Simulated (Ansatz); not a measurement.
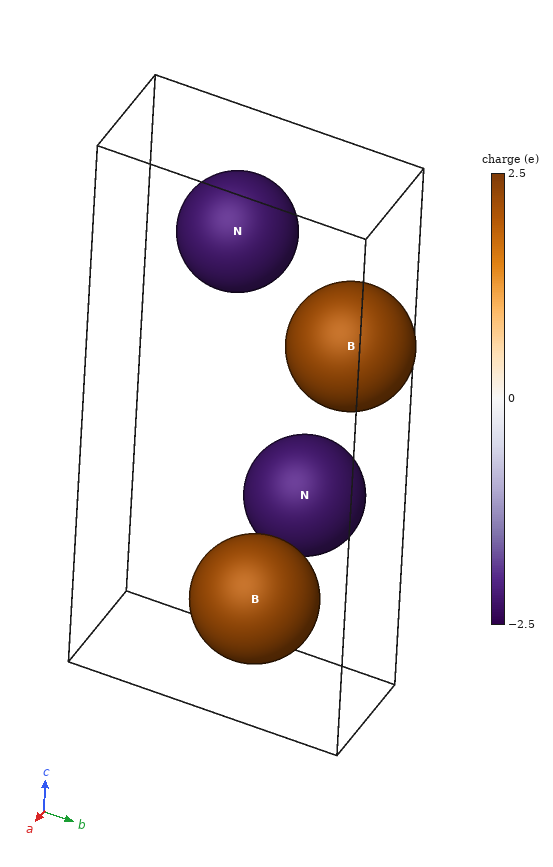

Drawn in the spheres-only manner and seen slightly off an axis. The cell (the run's own, in a reduced setting) is drawn as a box. The atoms of this BN cell are coloured by their Bader charge.

The calculation: DFT PBE, scalar-relativistic, plane waves, PAW (Ansatz 0.2.0), with plane-wave cutoff 420 eV, k-points about 0.14 Å⁻¹ apart, Gaussian smearing of 0.1 eV, no spin polarisation.

**Summarise the charge transfer.**

Most positive: B; most negative: N. Charges: about B +2.2 e; N -2.2 e.

The cell started as a structure type filled with these elements by a generator (whether the compound takes this form wasn't checked). Earlier steps of the study may have refined or changed the cell and positions. It was run through Ansatz as a DFT input.
